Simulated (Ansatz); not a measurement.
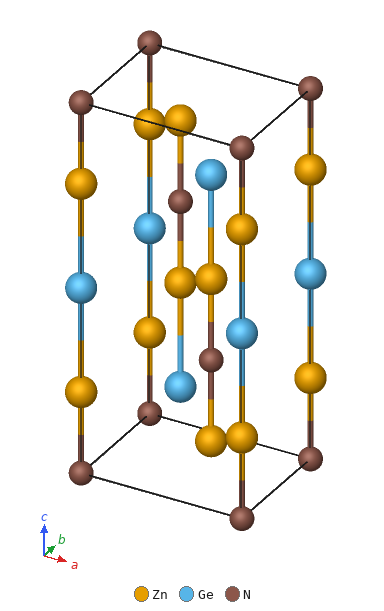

We look at a ball-and-stick model of the crystal slightly off an axis. Atoms at the boundary of the conventional unit cell (the box) are drawn once for each face, edge or corner they touch. Cell: a = 5.17 Å, b = 5.17 Å, c = 8.44 Å, α = 90.00°, β = 90.00°, γ = 120.00°.

It goes back to a random cell made by a generator, so it need not be a real form of the compound. Earlier steps of the study may have refined or changed the cell and positions. Ansatz was used for an electronic-structure calculation on it.

What can be read from this drawing?

Answer. Composition: Zn$_{2}$GeN. The structure has R-3m (No. 166) symmetry and a rhombohedral (trigonal R) lattice. The cell has 12 atoms, namely 6 Zn, 3 Ge, 3 N. Neighbours within bonding distance: Zn 2, Ge 2 and N 2.

Calculation details: DFT PBE, scalar-relativistic, plane waves, PAW (Ansatz); 420 eV cutoff, k-points about 0.13 Å⁻¹ apart, Gaussian smearing of 0.1 eV, no spin polarisation.

Metal or not?

Answer. A metal: bands cross the Fermi level.

List the Bader charges.

Answer. Zn +0.60 e; Ge -0.06 e; N -1.13 e.

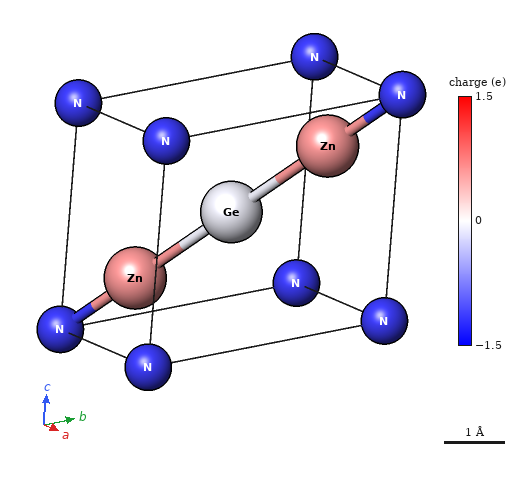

The atoms coloured by those charges. The run's cell of 4 atoms is drawn, so axes and origin can differ from the first picture.

Is this the optimised geometry for these settings?

Answer. Yes. All forces vanish to within 0.01 eV/Å. The pressure is 0.0 GPa, close to zero.
